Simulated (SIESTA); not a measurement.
**A series of single points on WS$_{2}$**

System: WS$_{2}$ (P6₃/mmc, 6 atoms in the cell).
Method: Kohn-Sham DFT of a periodic cell, PBE, PseudoDojo 0.4 standard, converted to PSML, no spin polarisation (SIESTA 5.4.2).

The 7 runs differ only in the geometry, by an even scaling of the cell at fixed fractional positions. The structure derives from an entry of the Crystallography Open Database.

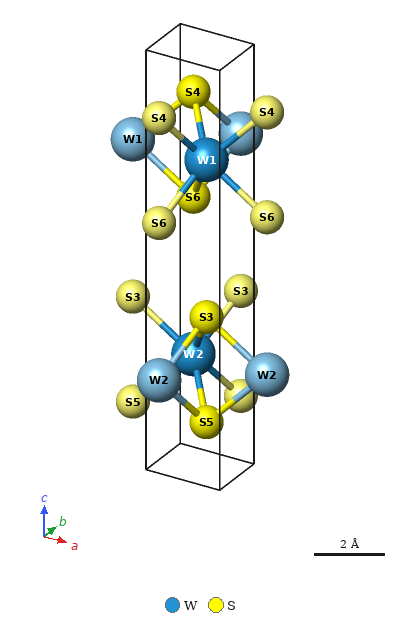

Figure 1. The structure of run 4 (ball-and-stick view of the cell of the calculation, seen slightly off an axis; neighbours outside the cell are drawn fainter; atoms are numbered from 1 in the order of the input). An atom can appear more than once, as a periodic image.

## Input of run 4
```
SystemName                      Tungstenite
SystemLabel                     WS2
NumberOfSpecies                 2
NumberOfAtoms                   6
%block ChemicalSpeciesLabel
  1  74 W
  2  16 S
%endblock ChemicalSpeciesLabel

LatticeConstant                 1.0 Ang
%block LatticeVectors
     3.1800000000     0.0000000000     0.0000000000
    -1.5900000000     2.7539607840     0.0000000000
     0.0000000000     0.0000000000    12.5000000000
%endblock LatticeVectors
AtomicCoordinatesFormat         Fractional
%block AtomicCoordinatesAndAtomicSpecies
     0.6666666667     0.3333333333     0.7500000000  1  W
     0.3333333333     0.6666666667     0.2500000000  1  W
     0.6666666667     0.3333333333     0.3750000000  2  S
     0.3333333333     0.6666666667     0.8750000000  2  S
     0.6666666667     0.3333333333     0.1250000000  2  S
     0.3333333333     0.6666666667     0.6250000000  2  S
%endblock AtomicCoordinatesAndAtomicSpecies

%block kgrid.MonkhorstPack
   10   0   0  0.0
    0  10   0  0.0
    0   0   3  0.0
%endblock kgrid.MonkhorstPack
XC.Functional                   GGA
XC.Authors                      PBE
PAO.BasisSize                   DZP
PAO.EnergyShift                 0.003 Ry
Mesh.Cutoff                     800 Ry
OccupationFunction              FD
ElectronicTemperature           0.05 eV
MaxSCFIterations                120
SCF.MustConverge                false
SCF.Mixer.Method                Pulay
SCF.Mixer.Weight                0.25
SCF.Mixer.History               8
SCF.DM.Tolerance                5.0e-05
SCF.H.Tolerance                 1.0e-03 eV
WriteForces                     true
Charge.Mulliken                 end
Charge.Hirshfeld                end
Charge.Voronoi                  end
SaveRho                         true
SaveElectrostaticPotential      true
%block PAO.Basis
  W 5
  n=5 0 2
    3.045 0.000
  n=6 0 2
    7.641 0.000
  n=5 1 2
    3.655 0.000
  n=6 1 1
    7.641
  n=5 2 2
    6.655 0.000
%endblock PAO.Basis
```

Command:
```bash
siesta < WS2.fdf > WS2.out 2>&1
```

Run 2 has the same physical settings and fractional positions; its lattice vectors (Å) are:
```
   3.137022    0.000000    0.000000
  -1.568511    2.716741    0.000000
   0.000000    0.000000   12.331060
```

## Results, with one run withheld

```csv
run,volume per atom (Å³),"free energy per atom, from the lowest run given (meV)",pressure (GPa),gap on the mesh (eV)
1,17.150,84.27,17.55,1.14
2,17.515,?,?,?
3,17.880,24.74,8.89,1.17
4,18.245,8.77,5.20,1.18
5,18.610,0.77,1.87,1.20
6,18.975,0.00,−1.12,1.20
7,19.340,5.69,−3.81,1.21
```

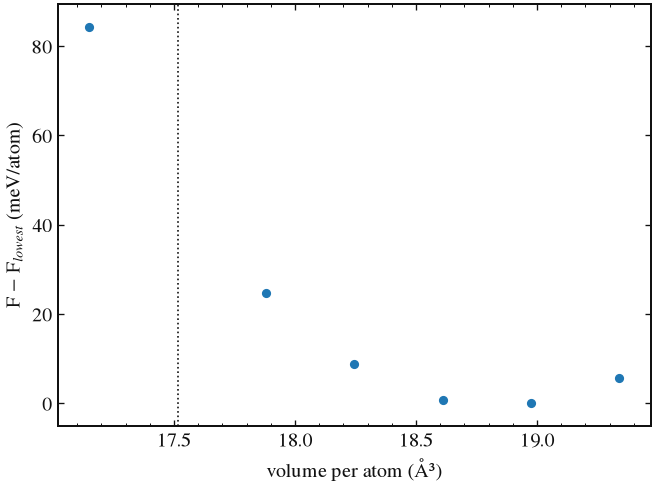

Figure 2. Free energy per atom of the runs given; the dotted line marks run 2.

Fit the runs given and predict run 2.

A cubic polynomial in V^(−2/3) (the Birch–Murnaghan form), fitted to the 6 runs given, misses them by at most 0.01 meV per atom. With x = V^(−2/3) − 0.14378 Å⁻², it reads F = 5.8925 + 5108.8 x + 1.0221e+06 x² + 1.2143e+06 x³ (meV per atom). At run 2 it gives 49.58 meV per atom, and the run itself gives 49.55. The slope of the fit gives a pressure −dF/dV of 12.99 GPa there, and the run prints 13.00 GPa. The fit has its minimum at 18.833 Å³ per atom, where V d²F/dV² gives 153 GPa. Cell shape and fractional positions are held, so this is the stiffness under even scaling; the relaxed bulk modulus wasn't computed and can be far lower in a crystal of layers, chains or molecules like this one. The gap on the mesh goes, without turning, from 1.14 eV in run 1 to 1.21 eV in run 7; run 2 has 1.16 eV. These are gaps of this functional on this mesh, which can miss the band edges; they aren't the measured gap.

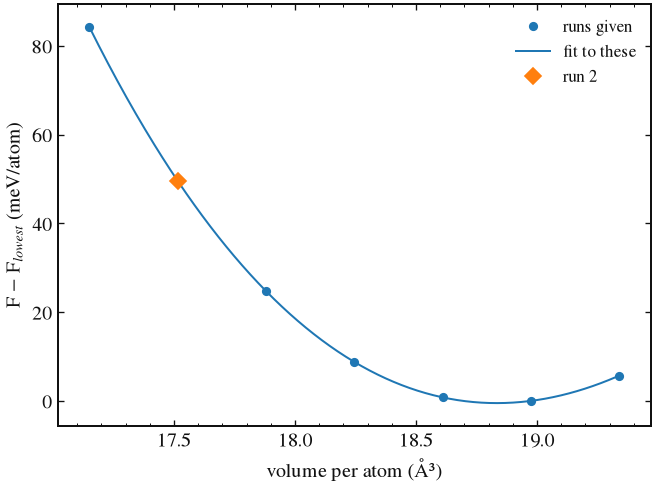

Figure 3. The fit and the withheld run.

## Some lines of the output (run 2)
```
[...]
outcell: Cell volume (Ang**3)        :    105.0911
stepf: Fermi-Dirac step function
siesta: Etot    =     -5323.283268
siesta: FreeEng =     -5323.283269
        iscf     Eharris(eV)        E_KS(eV)     FreeEng(eV)     dDmax    Ef(eV) dHmax(eV)
siesta: E_KS(eV) =            -5332.0480
siesta: E_KS - E_eggbox =     -5332.0480
siesta: Etot    =     -5332.047991
siesta: FreeEng =     -5332.047992
siesta:         Fermi =      -3.960844
siesta: Cell volume =        105.091144 Ang**3
    Orbital volume contribution        =           4.646567 eV
```

Notes: Points of doubt noted for this run: mulliken charges of long orbitals. Spin–orbit coupling is left out, which matters for W. With a small basis of atomic orbitals these values can differ much from converged plane-wave results.
